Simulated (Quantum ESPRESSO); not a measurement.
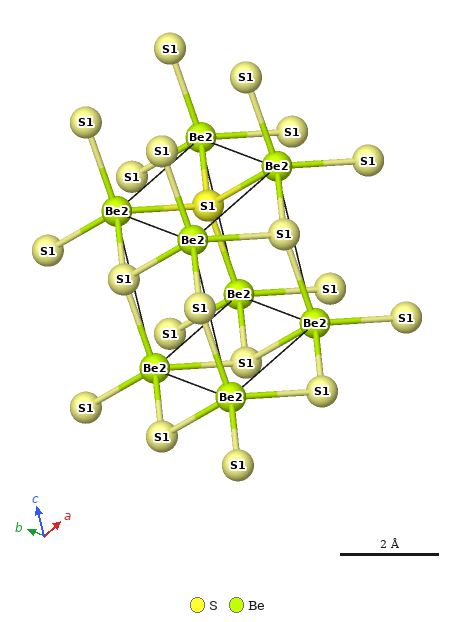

**Figure 1.** The structure (ball-and-stick view of the cell of the calculation, set on other vectors, seen slightly off an axis; neighbours outside the cell are drawn fainter; atoms are numbered from 1 in the order of the input).

**Single-point calculation of BeS**

System: BeS (P1, 2 atoms in the cell).
Method: Kohn-Sham DFT of a periodic cell, PBE, SSSP 1.3 efficiency PBE, no spin polarisation (Quantum ESPRESSO 7.5).

The structure derives from an entry of the Crystallography Open Database.

**Log**
```
This program is part of the open-source Quantum ESPRESSO suite
     for quantum simulation of materials; please cite
         "P. Giannozzi et al., J. Phys.:Condens. Matter 21 395502 (2009);
         "P. Giannozzi et al., J. Phys.:Condens. Matter 29 465901 (2017);
         "P. Giannozzi et al., J. Chem. Phys. 152 154105 (2020);
          URL
     in publications or presentations arising from this work. More details at

     Subspace diagonalization in iterative solution of the eigenvalue problem:
     a serial algorithm will be used

     G-vector sticks info
     --------------------
     sticks:   dense  smooth     PW     G-vecs:    dense   smooth      PW
     Sum        1285     649    199                30155    10777    1837

     Using Slab Decomposition

     bravais-lattice index     =            0
     lattice parameter (alat)  =       6.4808  a.u.
     unit-cell volume          =     192.4695 (a.u.)^3
     number of atoms/cell      =            2
     number of atomic types    =            2
     number of electrons       =        10.00
     number of Kohn-Sham states=           10
     kinetic-energy cutoff     =      55.0000  Ry
     charge density cutoff     =     440.0000  Ry
     scf convergence threshold =      4.0E-10
     mixing beta               =       0.5000
     number of iterations used =            8  plain     mixing
     Exchange-correlation=  SLA  PW   PBX  PBC
                           (   1   4   3   4   0   0   0)

     celldm(1)=   6.480755  celldm(2)=   0.000000  celldm(3)=   0.000000
     celldm(4)=   0.000000  celldm(5)=   0.000000  celldm(6)=   0.000000

     crystal axes: (cart. coord. in units of alat)
               a(1) = (   0.000000   0.707107   0.707107 )
               a(2) = (   0.707107   0.000000   0.707107 )
               a(3) = (   0.707107   0.707107   0.000000 )

     reciprocal axes: (cart. coord. in units 2 pi/alat)
               b(1) = ( -0.707107  0.707107  0.707107 )
               b(2) = (  0.707107 -0.707107  0.707107 )
               b(3) = (  0.707107  0.707107 -0.707107 )

     PseudoPot. # 1 for S  read from file:
     s_pbe_v1.4.uspp.F.UPF
     Pseudo is Ultrasoft + core correction, Zval =  6.0
     Generated by new atomic code, or converted to UPF format
     Using radial grid of  907 points,  6 beta functions with:
                l(1) =   0
                l(2) =   0
                l(3) =   1
                l(4) =   1
                l(5) =   2
                l(6) =   2
     Q(r) pseudized with  8 coefficients,  rinner =    1.300   1.300   1.300
                                                       1.300   1.300

     PseudoPot. # 2 for Be read from file:
     be_pbe_v1.4.uspp.F.UPF
     Pseudo is Ultrasoft, Zval =  4.0
     Generated by new atomic code, or converted to UPF format
     Using radial grid of  769 points,  6 beta functions with:
                l(1) =   0
                l(2) =   0
                l(3) =   0
                l(4) =   1
                l(5) =   1
                l(6) =   2
     Q(r) pseudized with 10 coefficients,  rinner =    1.000   1.000   1.000
                                                       1.000   1.000

     atomic species   valence    mass     pseudopotential
     S                 6.00    32.06000     S ( 1.00)
     Be                4.00     9.01220     Be( 1.00)

     No symmetry found

   Cartesian axes

     site n.     atom                  positions (alat units)
         1        S      tau(   1) = (   1.0551971   1.0517386   1.0706594  )
         2        Be     tau(   2) = (  -0.0055176  -0.0005784  -0.0084591  )

     number of k points=   365  Fermi-Dirac smearing, width (Ry)=  0.0037

     Number of k-points >= 100: set verbosity='high' to print them.

     Dense  grid:    30155 G-vectors     FFT dimensions: (  45,  45,  45)

     Smooth grid:    10777 G-vectors     FFT dimensions: (  32,  32,  32)

     Initial potential from superposition of free atoms

     starting charge       9.9998, renormalised to      10.0000
     Starting wfcs are    9 randomized atomic wfcs +    1 random wfcs

     Self-consistent Calculation

     iteration #  1     ecut=    55.00 Ry     beta= 0.50
     Davidson diagonalization with overlap
     ethr =  1.00E-02,  avg # of iterations =  6.3

     Threshold (ethr) on eigenvalues was too large:
     Diagonalizing with lowered threshold

     Davidson diagonalization with overlap
     ethr =  4.38E-04,  avg # of iterations =  1.9

     total energy              =     -52.49877456 Ry
     estimated scf accuracy    <       0.04410635 Ry

     iteration #  2     ecut=    55.00 Ry     beta= 0.50
     Davidson diagonalization with overlap
     ethr =  4.41E-04,  avg # of iterations =  1.0

     total energy              =     -52.49997885 Ry
     estimated scf accuracy    <       0.00649272 Ry

     iteration #  3     ecut=    55.00 Ry     beta= 0.50
     Davidson diagonalization with overlap
     ethr =  6.49E-05,  avg # of iterations =  3.0

     total energy              =     -52.50036563 Ry
     estimated scf accuracy    <       0.00024487 Ry

     iteration #  4     ecut=    55.00 Ry     beta= 0.50
     Davidson diagonalization with overlap
     ethr =  2.45E-06,  avg # of iterations =  5.7

     total energy              =     -52.50040498 Ry
     estimated scf accuracy    <       0.00002056 Ry

     iteration #  5     ecut=    55.00 Ry     beta= 0.50
     Davidson diagonalization with overlap
     ethr =  2.06E-07,  avg # of iterations =  3.0

     total energy              =     -52.50040926 Ry
     estimated scf accuracy    <       0.00000014 Ry

     iteration #  6     ecut=    55.00 Ry     beta= 0.50
     Davidson diagonalization with overlap
     ethr =  1.38E-09,  avg # of iterations =  3.9

     total energy              =     -52.50040954 Ry
     estimated scf accuracy    <       0.00000002 Ry

     iteration #  7     ecut=    55.00 Ry     beta= 0.50
     Davidson diagonalization with overlap
     ethr =  1.93E-10,  avg # of iterations =  1.8

     total energy              =     -52.50040954 Ry
     estimated scf accuracy    <          2.1E-09 Ry

     iteration #  8     ecut=    55.00 Ry     beta= 0.50
     Davidson diagonalization with overlap
     ethr =  2.14E-11,  avg # of iterations =  2.5

     End of self-consistent calculation

     Number of k-points >= 100: set verbosity='high' to print the bands.

     the Fermi energy is     6.7597 ev

!    total energy              =     -52.50040954 Ry
     estimated scf accuracy    <          3.7E-11 Ry
     smearing contrib. (-TS)   =      -0.00000000 Ry
     internal energy E=F+TS    =     -52.50040954 Ry

     The total energy is F=E-TS. E is the sum of the following terms:
     one-electron contribution =     -16.70630208 Ry
     hartree contribution      =       7.99235666 Ry
     xc contribution           =     -13.58262653 Ry
     ewald contribution        =     -30.20383760 Ry

     convergence has been achieved in   8 iterations

     Forces acting on atoms (cartesian axes, Ry/au):

     atom    1 type  1   force =     0.00208509    0.00950300   -0.02084142
     atom    2 type  2   force =    -0.00208509   -0.00950300    0.02084142

     Total force =     0.032528     Total SCF correction =     0.000004

     Computing stress (Cartesian axis) and pressure

          total   stress  (Ry/bohr**3)                   (kbar)     P=       18.91
   0.00013325   0.00011082  -0.00005034           19.60       16.30       -7.41
   0.00011082   0.00013082  -0.00001384           16.30       19.24       -2.04
  -0.00005034  -0.00001384   0.00012159           -7.41       -2.04       17.89

=------------------------------------------------------------------------------=
   JOB DONE.
=------------------------------------------------------------------------------=
```

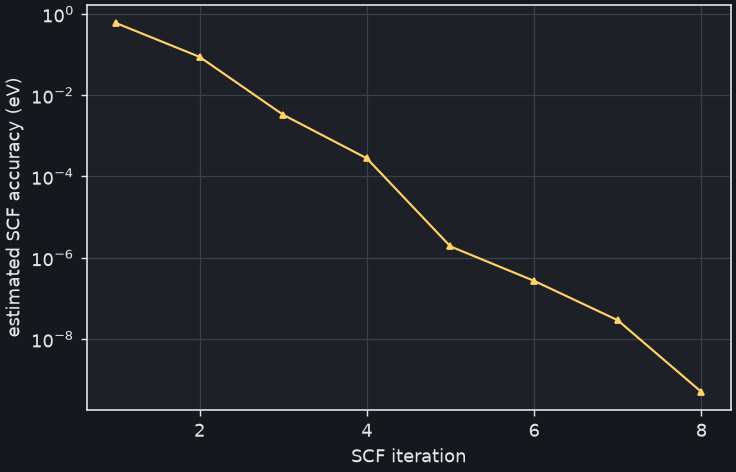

**Figure 2.** Convergence of the self-consistent field: estimated SCF accuracy against the iteration. The field takes 8 iterations in all.

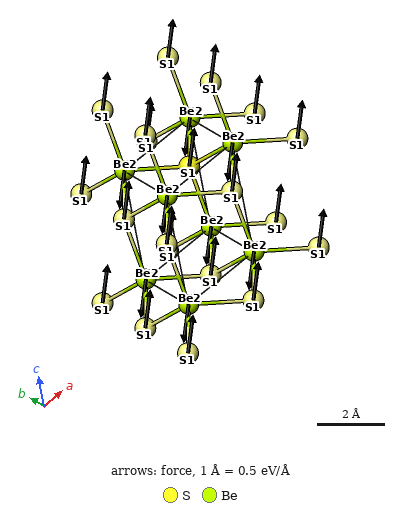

**Figure 3.** Forces on the atoms as black arrows (ball-and-stick view of the cell of the calculation, set on other vectors, seen slightly off an axis; neighbours outside the cell are drawn fainter; atoms are numbered from 1 in the order of the input). The largest act on S1 (0.59 eV/Å); Be2 (0.59 eV/Å). The geometry is not a stationary point of this energy.

This output came from the following input.

**Input**
```
&CONTROL
  calculation = 'scf'
  prefix = 'pwscf'
  outdir = './tmp'
  pseudo_dir = './pseudo'
  tprnfor = .true.
  tstress = .true.
  disk_io = 'nowf'
/
&SYSTEM
  ibrav = 0
  nat = 2
  ntyp = 2
  ecutwfc = 55
  ecutrho = 440
  nbnd = 10
  occupations = 'smearing'
  smearing = 'fd'
  degauss = 0.00367493
/
&ELECTRONS
  conv_thr = 4d-10
  electron_maxstep = 120
  mixing_beta = 0.5
/
ATOMIC_SPECIES
S     32.0600 s_pbe_v1.4.uspp.F.UPF
Be     9.0122 be_pbe_v1.4.uspp.F.UPF
CELL_PARAMETERS angstrom
   0.0000000000    2.4250000000    2.4250000000
   2.4250000000    0.0000000000    2.4250000000
   2.4250000000    2.4250000000    0.0000000000
ATOMIC_POSITIONS crystal
S      0.7546250000    0.7595160000    0.7327580000
Be    -0.0024890000   -0.0094740000    0.0016710000
K_POINTS automatic
9 9 9 0 0 0
```

Launched with:
```bash
OMP_NUM_THREADS=1 pw.x -in pw.in > pw.out
```

**Summary**

```tsv
quantity	value
outcome	converged
space group (tolerance 0.01 Å)	P1 (1)
electrons treated	10
free energy	−714.3045 eV
Fermi energy	6.760 eV
gap on the k-point mesh	2.97 eV
pressure	1.89 GPa
largest force (length of the vector)	0.591 eV/Å
hardware	1 thread of Intel Xeon (Granite Rapids), 64 GiB of memory available, shared host
wall time	45 s
peak memory	0.22 GiB
```
